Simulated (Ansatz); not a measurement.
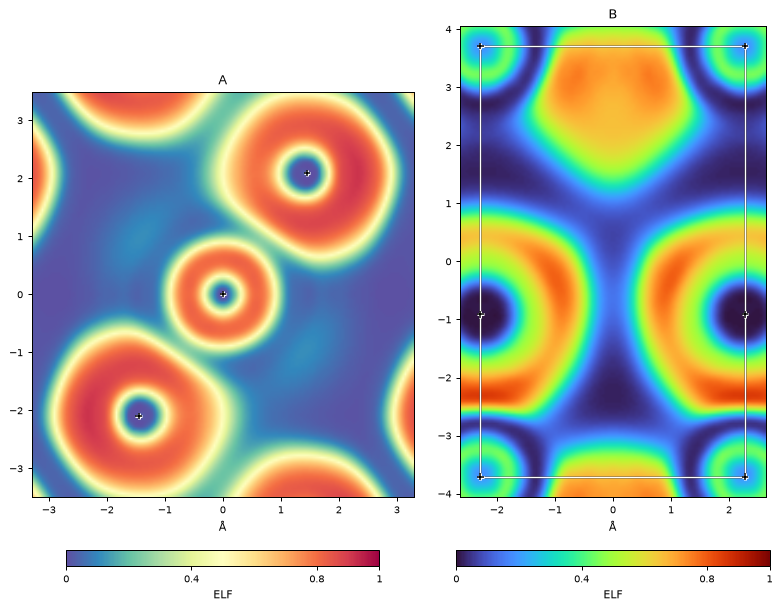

The ELF of 2 systems, each on a plane through atoms (crosses mark nuclei in the plane).

Theory: DFT PBEsol, scalar-relativistic, plane waves, PAW (Ansatz).

System 1: MgTe, the (100) plane of the conventional cell. Space group P6₃mc.

System 2: ZrS2, the (110) plane of the conventional cell. Space group P-3m1.

```
Zr S
1.0
     3.62783    0.00000    0.00000
    -1.81392    3.14179    0.00000
     0.00000    0.00000    5.88570
Zr S
1 2
Direct
  0.00000 0.00000 0.00000
  0.33333 0.66667 0.24682
  0.66667 0.33333 0.75318
```

**Which map belongs to which system?**

Panel A is system 2, ZrS2: the plane holds Zr and S. Zr–S (2.55 Å): the ELF peaks at about 0.85 in the valence shell of S, 0.8 Å from its nucleus, and is about 0.40 at the midpoint. Panel B is system 1, MgTe: the plane holds Mg and Te. Mg–Te (2.79 Å): the ELF peaks at about 0.85 in the valence shell of Te, 1.4 Å from its nucleus, and is about 0.85 at the midpoint.
